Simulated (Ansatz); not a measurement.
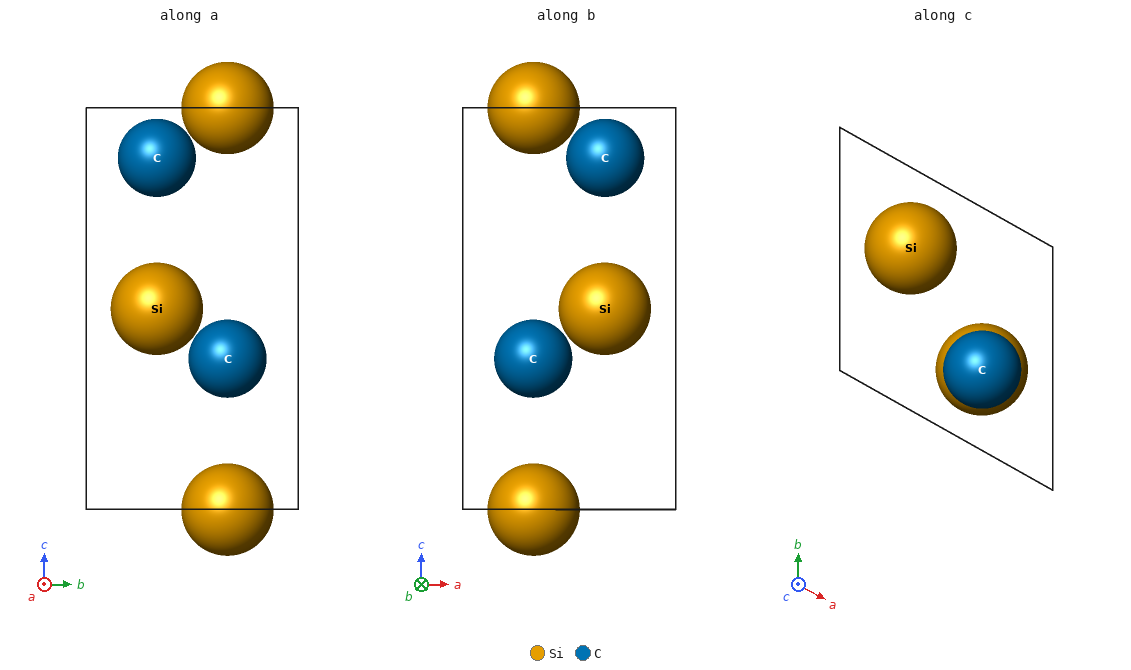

The crystal in a spheres-only representation, seen along the a axis, along the b axis and along the c axis. The frame is the unit cell; atoms at its boundary are shown with their periodic copies.

Lattice parameters: a = 3.0754 Å, b = 3.0554 Å, c = 5.0481 Å, α = 90.000°, β = 90.000°, γ = 119.354°.

Q: Write the structure as a CIF in P1 with every atom of the cell, with free fractional coordinates to two decimals.

A:
```cif
data_structure
_symmetry_space_group_name_H-M 'P 1'
_symmetry_Int_Tables_number 1
_cell_length_a 3.0754
_cell_length_b 3.0554
_cell_length_c 5.0481
_cell_angle_alpha 90.000
_cell_angle_beta 90.000
_cell_angle_gamma 119.354
_cell_volume 41.35
loop_
_atom_site_label
_atom_site_type_symbol
_atom_site_fract_x
_atom_site_fract_y
_atom_site_fract_z
_atom_site_occupancy
Si1 Si 0.33 0.67 0.00 1
Si2 Si 0.67 0.33 0.50 1
C1 C 0.33 0.67 0.38 1
C2 C 0.67 0.33 0.88 1
```

Its origin is a structure type filled with these elements by a generator (whether the compound takes this form wasn't checked). The cell was then strained or its atoms displaced on purpose. It was the input of a calculation with Ansatz.
